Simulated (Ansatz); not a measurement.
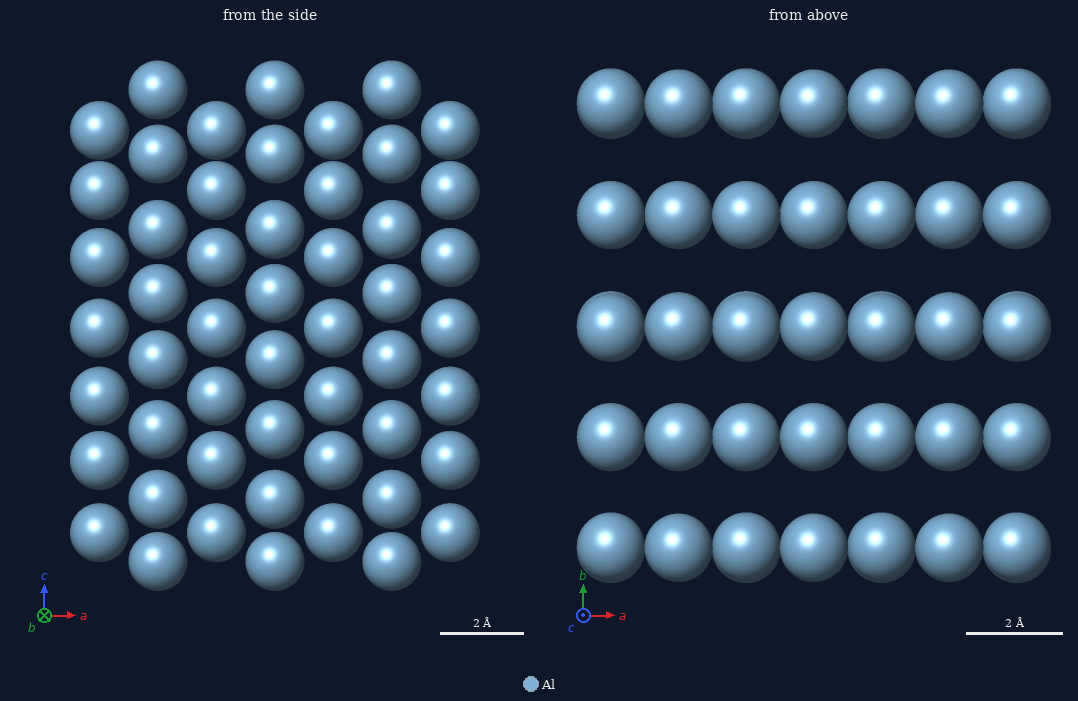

A spheres-only picture of a periodic slab, seen from the side and from above. The surface normal points up in side views; the vacuum is left out. 3×1 cells are drawn in the plane, with atoms at the edges repeated.

The cell holds 20 Al. The slab was cut from bulk Al (P6_3/mmc).

Question: Give the thickness from the bottom atom to the top atom.

Answer: About 11 Å from the lowest to the highest atom.

Question: What facet is shown?

Answer: (1 0 0).

Electronic-structure method: DFT r2SCAN, scalar-relativistic, plane waves, PAW in Ansatz. Parameters: plane waves up to 500 eV, the zone sampled with 12×4×1 points, Gaussian smearing of 0.1 eV, no spin polarisation.

Question: Give the work function of each face.

Answer: 4.29 eV at the top and 4.24 eV at the bottom.

Provenance: a structure listed in the Materials Project, from which a slab was cut. The atoms were relaxed in a fixed cell with DFT r2SCAN, scalar-relativistic, plane waves, PAW in Ansatz.
